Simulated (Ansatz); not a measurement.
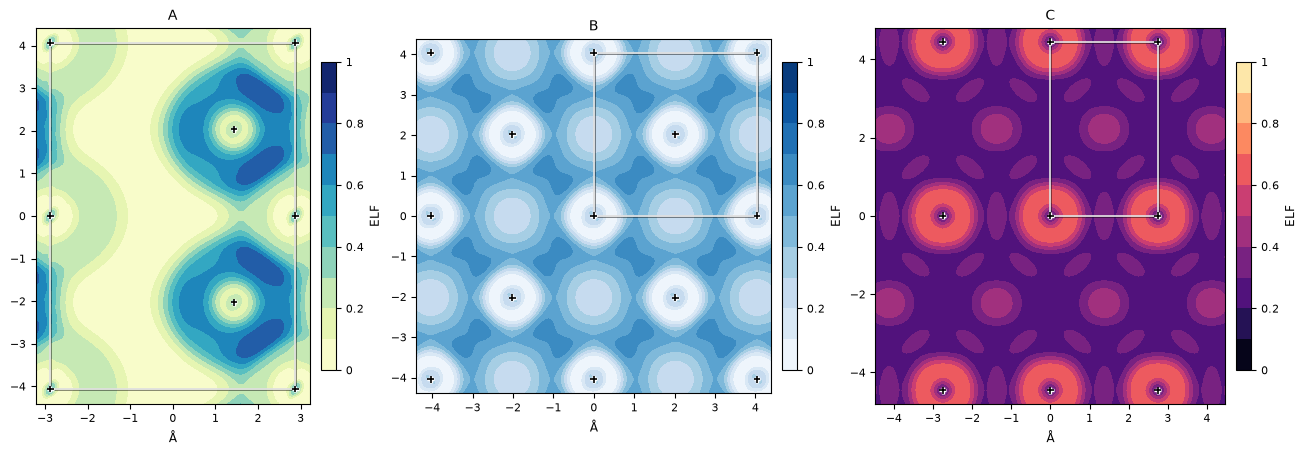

The ELF of 3 systems, each on a plane through atoms (crosses mark nuclei in the plane).

All numbers below come from DFT PBE, scalar-relativistic, plane waves, PAW in Ansatz.

System 1: Ir, the (010) plane of the conventional cell. Space group P6₃/mmc; a generated structure, not necessarily the stable one; computed without spin polarisation.

System 2: Al, the (010) plane of the conventional cell. Space group Fm-3m; computed without spin polarisation.

```yaml
crystal:
  lattice:
    - [4.04062, 0.00000, 0.00000]
    - [0.00000, 4.04062, 0.00000]
    - [0.00000, 0.00000, 4.04062]
  atoms:
    - { symbol: Al, position: [0.00000, 0.00000, 0.00000] }
    - { symbol: Al, position: [0.50000, 0.50000, 0.00000] }
    - { symbol: Al, position: [0.50000, 0.00000, 0.50000] }
    - { symbol: Al, position: [0.00000, 0.50000, 0.50000] }
```

System 3: GaAs, the (110) plane of the conventional cell. Space group F-43m.

```cif
data_structure
_symmetry_space_group_name_H-M 'P 1'
_symmetry_Int_Tables_number 1
_cell_length_a 5.7454
_cell_length_b 5.7454
_cell_length_c 5.7454
_cell_angle_alpha 90.000
_cell_angle_beta 90.000
_cell_angle_gamma 90.000
_cell_volume 189.65
loop_
_atom_site_label
_atom_site_type_symbol
_atom_site_fract_x
_atom_site_fract_y
_atom_site_fract_z
_atom_site_occupancy
Ga1 Ga 0.50000 0.50000 0.00000 1
Ga2 Ga 0.00000 0.50000 0.50000 1
Ga3 Ga 0.00000 0.00000 0.00000 1
Ga4 Ga 0.50000 0.00000 0.50000 1
As1 As 0.75000 0.75000 0.25000 1
As2 As 0.25000 0.75000 0.75000 1
As3 As 0.25000 0.25000 0.25000 1
As4 As 0.75000 0.25000 0.75000 1
```

Q: Match each panel to its system.

A: Panel A is system 3, GaAs: the plane holds Ga and As. Ga–As (2.49 Å): the ELF peaks at about 0.80 between the atoms (localised, covalent bonding). Panel B is system 2, Al: the plane holds Al. Al–Al (2.86 Å): the ELF peaks at about 0.65 between the atoms. Panel C is system 1, Ir: the plane holds Ir. Ir–Ir (2.75 Å): the ELF is about 0.35 at the midpoint: no shared electron pair shows on this line.
